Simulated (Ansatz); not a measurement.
Here is a crystal structure:

```
CELL_PARAMETERS angstrom
2.93506 0.00000 0.00000
0.00000 2.93506 0.00000
0.00000 0.00000 14.96365
ATOMIC_POSITIONS crystal
Al 0.00000 0.00000 0.00000
Al 0.50000 0.50000 0.30851
Al 0.00000 0.00000 0.19149
Ru 0.50000 0.50000 0.10261
Ru 0.00000 0.00000 0.39739
Al 0.50000 0.50000 0.50000
Al 0.00000 0.00000 0.80851
Al 0.50000 0.50000 0.69149
Ru 0.00000 0.00000 0.60261
Ru 0.50000 0.50000 0.89739
```

### Say what kind of structure these coordinates give.

The stoichiometry is Al$_{3}$Ru$_{2}$. It is body-centred tetragonal, space group I4/mmm (No. 139). The cell has 10 atoms, namely 6 Al, 4 Ru. The coordination, counted out to bonding distance, is Al 8 and Ru 8. Not all metal-metal contacts are counted.

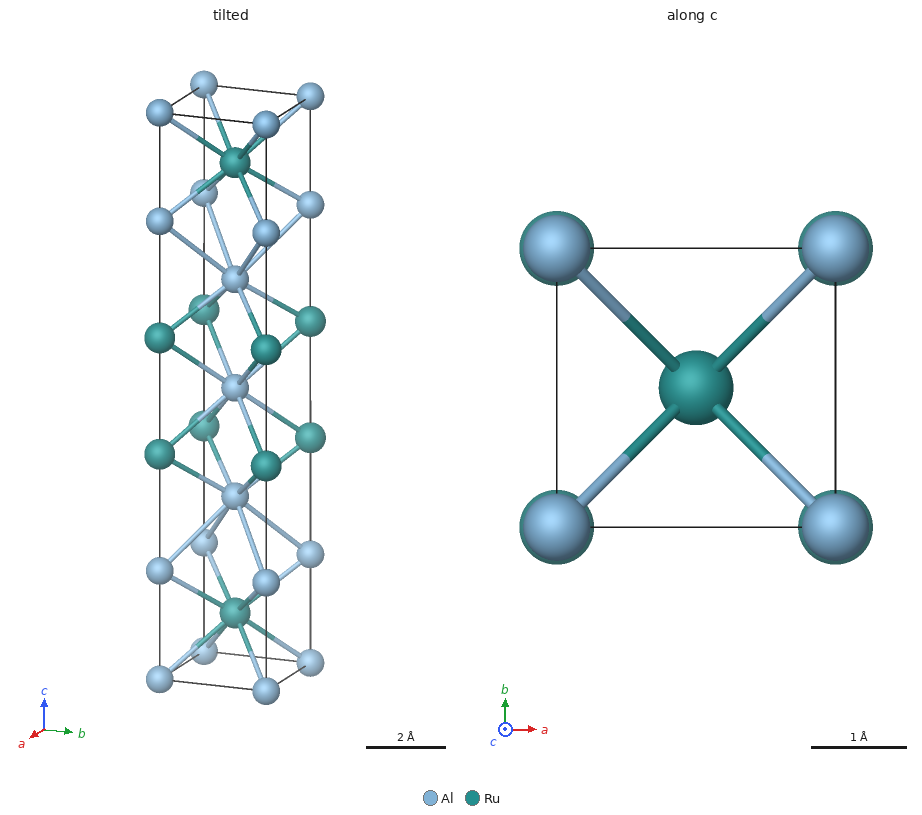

The crystal in a ball-and-stick representation, seen slightly off an axis and along the c axis. The conventional unit cell is drawn as a box. Colours: aluminium light blue, ruthenium teal.

It goes back to a structure listed in the Materials Project. It was relaxed with DFT PBEsol, scalar-relativistic, plane waves, PAW (Ansatz) under a constraint or pressure on the cell, so some stress remains.

At this level of theory the cell isn't at rest (compressed, at 11 GPa), so its distances can differ from those at equilibrium, the more so the softer the solid.
